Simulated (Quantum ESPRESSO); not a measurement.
**A series of single points on Co**

System: Co (P6₃/mmc, 2 atoms in the cell).
Method: Kohn-Sham DFT of a periodic cell, PBE, PseudoDojo 0.4.1 SR PBE standard, spin-polarised (Quantum ESPRESSO 7.5).

The 7 runs differ only in the geometry, by an even scaling of the cell at fixed fractional positions. The structure derives from a Materials Project entry.

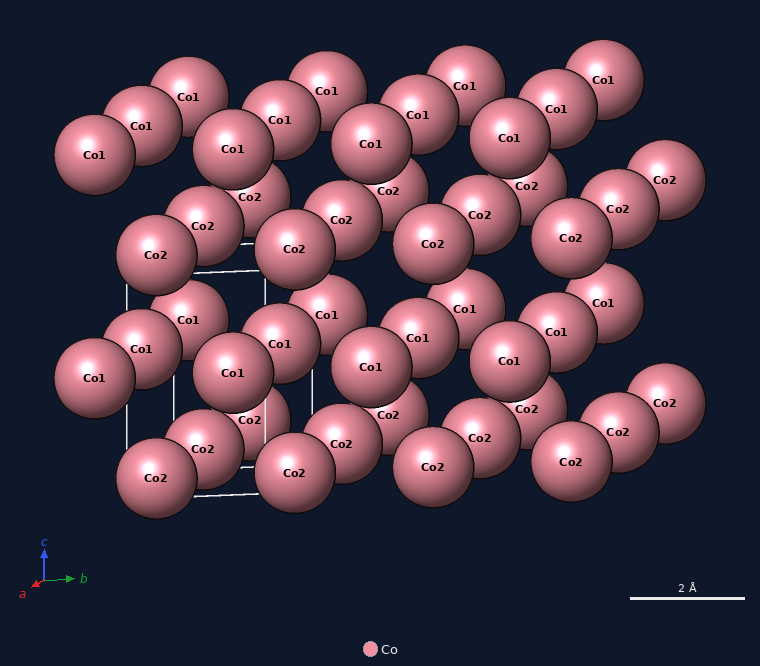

Figure 1. The structure of run 4 (spheres-only view of the cell of the calculation, repeated 3 × 4 × 2, seen slightly off an axis; atoms are numbered from 1 in the order of the input). An atom can appear more than once, as a periodic image.

**Input of run 4**
```
&CONTROL
  calculation = 'scf'
  prefix = 'pwscf'
  outdir = './tmp'
  pseudo_dir = './pseudo'
  tprnfor = .true.
  tstress = .true.
  disk_io = 'nowf'
/
&SYSTEM
  ibrav = 0
  nat = 2
  ntyp = 1
  ecutwfc = 96
  nbnd = 28
  occupations = 'smearing'
  smearing = 'fd'
  degauss = 0.00367493
  nspin = 2
  starting_magnetization(1) = 0.1176
/
&ELECTRONS
  conv_thr = 4d-10
  electron_maxstep = 120
  mixing_beta = 0.3
/
ATOMIC_SPECIES
Co    58.9332 Co.upf
CELL_PARAMETERS angstrom
   2.4719999032    0.0000000000    0.0000000000
  -1.2359999516    2.1408147143    0.0000000000
   0.0000000000    0.0000000000    4.0211440800
ATOMIC_POSITIONS crystal
Co     0.6666666667    0.3333333333    0.7500000000
Co     0.3333333333    0.6666666667    0.2500000000
K_POINTS automatic
10 10 6 0 0 0
```

Command:
```bash
OMP_NUM_THREADS=1 pw.x -in pw.in > pw.out
```

Run 6 differs from it as follows:
```diff
-   2.4719999032    0.0000000000    0.0000000000
-  -1.2359999516    2.1408147143    0.0000000000
-   0.0000000000    0.0000000000    4.0211440800
+   2.5045299482    0.0000000000    0.0000000000
+  -1.2522649741    2.1689865596    0.0000000000
+   0.0000000000    0.0000000000    4.0740599388
```

**Results, with one run withheld**

```tsv
run	volume per atom (Å³)	free energy per atom, from the lowest run given (meV)	pressure (GPa)
1	10.002	60.29	22.80
2	10.215	34.08	16.57
3	10.427	15.79	10.90
4	10.640	4.67	5.78
5	10.853	0.00	1.19
6	11.066	?	?
7	11.279	7.46	−6.67
```

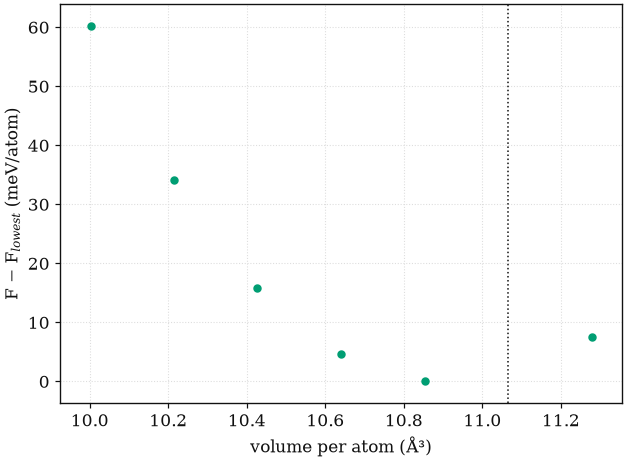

Figure 2. Free energy per atom of the runs given; the dotted line marks run 6.

Fit the runs given and predict run 6.

A cubic polynomial in V^(−2/3) (the Birch–Murnaghan form), fitted to the 6 runs given, misses them by at most 0.04 meV per atom. With x = V^(−2/3) − 0.20782 Å⁻², it reads F = 8.2992 + 3729.9 x + 4.0779e+05 x² + 3.5075e+05 x³ (meV per atom). At run 6 it gives 1.10 meV per atom, and the run itself gives 1.12. The slope of the fit gives a pressure −dF/dV of −2.88 GPa there, and the run prints −2.96 GPa. The two needn't agree exactly: the fit is approximate, and the printed stress is taken on a finite basis. The fit has its minimum at 10.916 Å³ per atom, where V d²F/dV² gives 217 GPa. Cell shape and fractional positions are held, so this is the stiffness under even scaling; the relaxed bulk modulus wasn't computed.

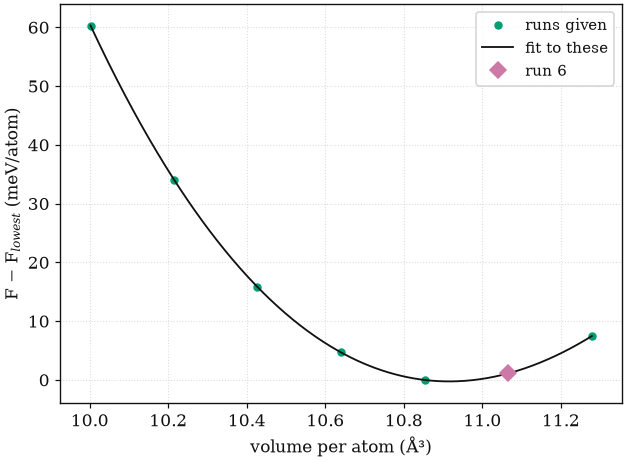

Figure 3. The fit and the withheld run.

**Some lines of the output (run 6)**
```
[...]
     total energy              =    -612.13718335 Ry
     total energy              =    -612.14393082 Ry
     total energy              =    -612.14744653 Ry
     total energy              =    -612.14838656 Ry
     total energy              =    -612.14853041 Ry
     total energy              =    -612.14856018 Ry
     total energy              =    -612.14856317 Ry
     total energy              =    -612.14856350 Ry
     total energy              =    -612.14856354 Ry
     the Fermi energy is    18.7452 ev
!    total energy              =    -612.14856354 Ry
     The total energy is F=E-TS. E is the sum of the following terms:
     Computing stress (Cartesian axis) and pressure
          total   stress  (Ry/bohr**3)                   (kbar)     P=      -29.64
```
